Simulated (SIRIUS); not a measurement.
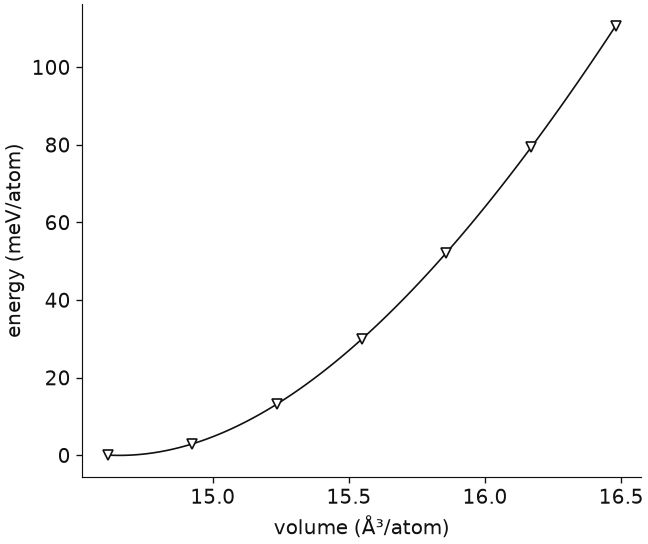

The picture above shows the energy against volume for Pd, space group Im-3m (No. 229).

Starting cell:
```xyz
1
Lattice="-1.5723 1.5723 1.5723 1.5723 -1.5723 1.5723 1.5723 1.5723 -1.5723" Properties=species:S:1:pos:R:3 pbc="T T T"
Pd    0.0000    0.0000    0.0000
```

Method: plane-wave DFT, no spin polarisation; energies at scaled volumes of the given cell, shape and fractions fixed, counted from the fit's minimum, third-order Birch-Murnaghan fit (SIRIUS 7.10.0). Level: PBEsol.

- k mesh: 12×12×12
- occupations: Fermi–Dirac
- smearing width: 0.05 eV
- potentials: dojo sr pbesol 0.4.1 standard
- wave cutoff: 1127 eV
- density cutoff: 4507 eV

From this curve and the settings, what does the calculation give for the pressure at the same points?

The pressure falls from 0.58 GPa at volume 14.61 Å³/atom to −17.14 GPa at 16.48 Å³/atom, and changes sign near 14.66 Å³/atom.

| volume (Å³/atom) | pressure (GPa) |
| --- | --- |
| 14.61 | 0.58 |
| 14.93 | −3.49 |
| 15.24 | −7.04 |
| 15.55 | −10.13 |
| 15.86 | −12.81 |
| 16.17 | −15.13 |
| 16.48 | −17.14 |

Keep in mind: the fit and the printed pressures don't fully agree, or the minimum lies near the end of the range.
